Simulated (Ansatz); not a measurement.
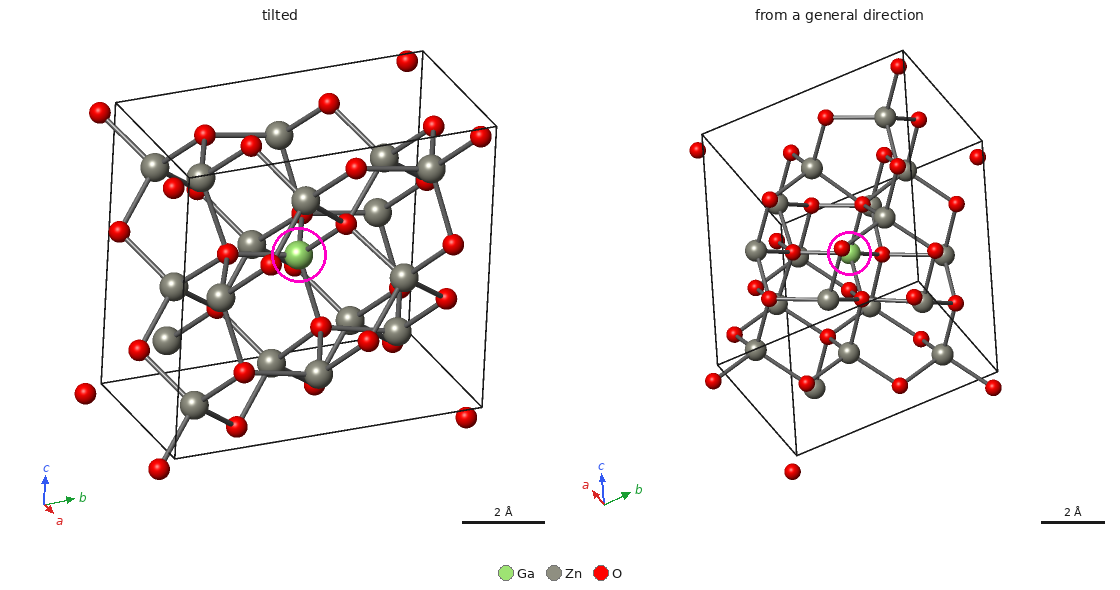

Shown here is a ball-and-stick view of the crystal, taken slightly off an axis and from a general direction. The lines enclose the supercell; boundary atoms appear with their images. The host is ZnO, in a cell of 36 sites, and the cell is neutral. A ring marks the defect's site.

Which defect is modelled here, and what are its neighbours?

Gallium on a zinc site (a substitutional impurity). It is bonded to four O in a tetrahedral arrangement at about 1.9 Å.

Run with DFT PBEsol, scalar-relativistic, plane waves, PAW (Ansatz) and these settings: a cutoff energy of 420 eV, Brillouin-zone sampling on a 2×2×2 mesh, Gaussian smearing of 0.02 eV, collinear spins.

Is a magnetic moment found?

Yes, 0.5 μB in the cell.

The atoms were relaxed in the host's cell with DFT PBEsol, scalar-relativistic, plane waves, PAW in Ansatz 0.2.0.
